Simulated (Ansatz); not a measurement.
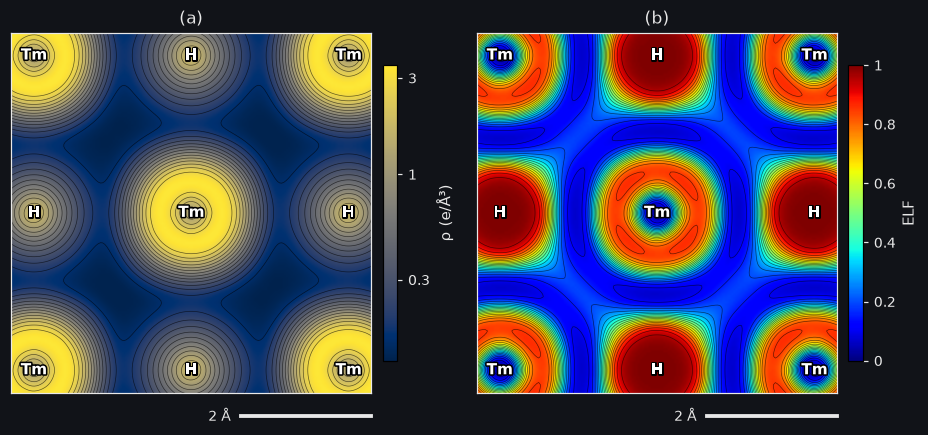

Figure 1: TmH. (a) valence electron density; (b) electron localisation function on the (010) plane of the conventional cell.

Space group Fm-3m; a structure generated by program, which may or may not match a known phase; computed without spin polarisation; no Hubbard U on the f states and no spin–orbit coupling.

All numbers below come from Ansatz, DFT PBE, scalar-relativistic, plane waves, PAW; 4f electrons in the core of a trivalent norm-conserving potential.

The calculation's input:

```
crystal:
  lattice:
    - [1.56018307, 0.90077211, 3.9796364]
    - [-1.56018307, 0.90077211, 3.9796364]
    - [0.0, -1.80154423, 3.9796364]
  atoms:
    - { symbol: Tm, position: [0.0, 0.0, 0.0] }
    - { symbol: H, position: [0.5, 0.5, 0.5] }
basis:
  ecutwfc: 690
kpoints:
  mp_grid: { grid: [24, 24, 24] }
hamiltonian:
  xc: pbe
  pseudopotentials:
    kind: paw
    azcp: { Tm: "pseudopotentials/pbe/nc/lanthanide_3plus/Tm.nc.azcp" }
scf:
  occupations: { method: gaussian, width: 0.1 }
output:
  forces: true
  stress: true
  eigenvalues: true
  write_density: true
  write_potential: true
  elf: true
  volumetric_format: npy
relax:
  adjacent_minimum: "off"
  f_tol: 0.01
  max_steps: 80
  cell: { stress_tol: 0.05 }
```

Launched as:

```sh
ansatz run input.yaml --threads 1 --pin off --max-ram 2560MiB --backend cpu --events-out ev --progress --plain --runs-dir out
```

Below, planes, directions and counts refer to the conventional cell (a = 4.83 Å, b = 4.83 Å, c = 4.83 Å, α = 89.98°, β = 89.98°, γ = 89.98°).

The fields are those of the run's last geometry, not of the input's.

Q: Describe what can be read from this map.

A: The section cuts through Tm and H sites.
Tm–H (2.41 Å): the density is about 0.21 e/Å³ at the midpoint; the ELF climbs to about 1 towards the hydrogen.
Between the atoms the lowest density in this plane is 0.12 e/Å³.
The features right at Tm lie inside the core regions, where the map follows smoothed inner orbitals and isn't to be read closely.

Q: Does the calculation make it a metal, or give it a gap?

A: It is metallic or semimetallic at this level of theory: no gap opens.
